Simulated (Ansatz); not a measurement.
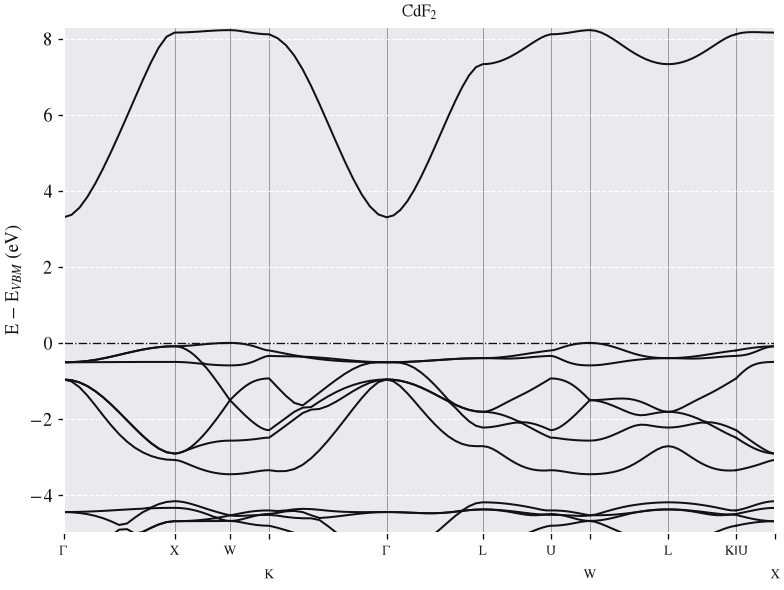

Band structure. Energies are counted from the top of the valence band.

Structure: fluorite-type CdF$_{2}$, space group Fm-3m, 3 atoms in the primitive cell; cubic a = 5.388 Å.

Computed with Ansatz: RPBE, Ansatz PAW, no spin polarisation, no spin-orbit coupling, 5×5×5 k mesh, 420 eV cutoff, Fermi-Dirac smearing of 0.05 eV.

Metal, semiconductor or insulator, and what is the gap?

The bands leave a gap. The gap along this path is 3.30 eV and indirect, from the valence-band top at W to the conduction-band bottom at Γ; the smallest direct gap is 3.81 eV, at Γ. At X the top valence band lies only 0.09 eV lower.

What are the direct gaps at L, K and U?

The direct gaps are 7.73 eV at L, 8.31 eV at K and 8.31 eV at U.

How much do the top valence band and the lowest conduction band disperse along the path?

The top valence band spans 0.5 eV and the lowest conduction band 4.9 eV.

The PAW data sets were made with another functional. LDA, GGA and most meta-GGA functionals understate gaps. The cell is at 10 GPa in this functional.
